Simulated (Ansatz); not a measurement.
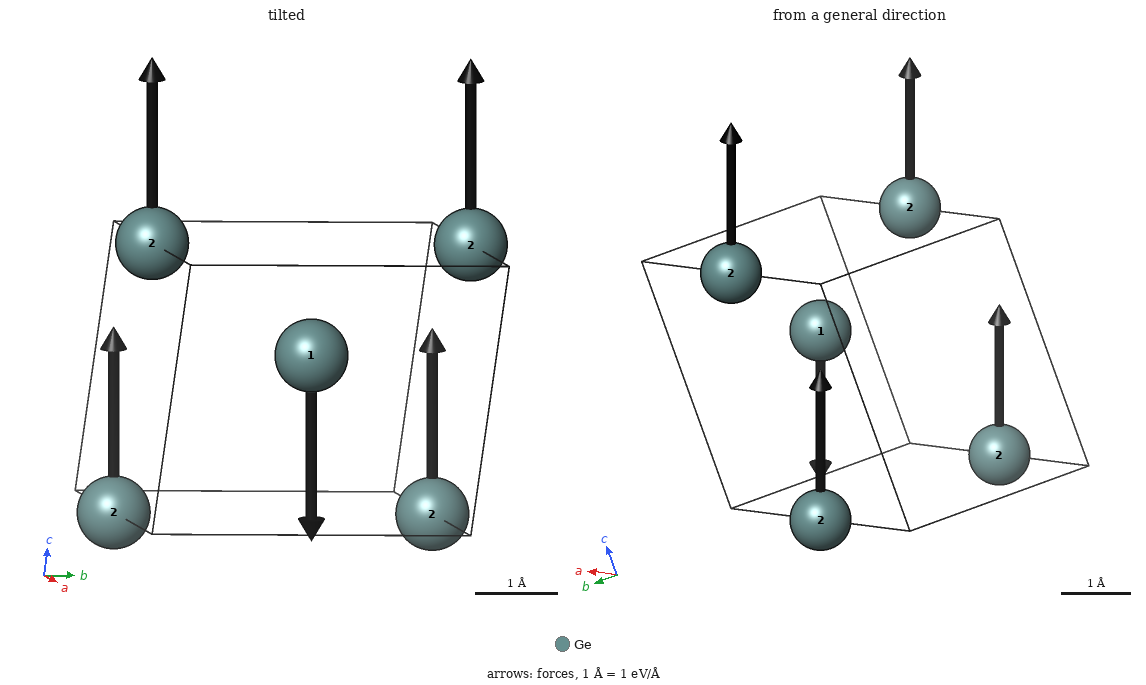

The structure above is drawn in spheres-only style and viewed slightly off an axis and from a general direction. The cell (the run's own, in a reduced setting) is outlined; an atom on or near a face, edge or corner is repeated at each equivalent position. The arrows are the computed forces on the atoms.

System: Ge. Method: DFT PBEsol, scalar-relativistic, plane waves, PAW in Ansatz 0.2.0; an energy cutoff of 420 eV, k-points about 0.13 Å⁻¹ apart, Gaussian smearing of 0.15 eV, no spin polarisation.

Question: Is this an equilibrium geometry?

Answer: No. The atoms still feel forces of up to about 1.9 eV/Å, far above a usual threshold of 0.01 to 0.03 eV/Å.

Question: Which atom is pushed hardest?

Answer: Ge1 and Ge2, about 1.9 eV/Å.

Origin of the cell: a structure listed in the Materials Project. The cell was then strained or its atoms displaced on purpose. It was run through Ansatz as a DFT input.
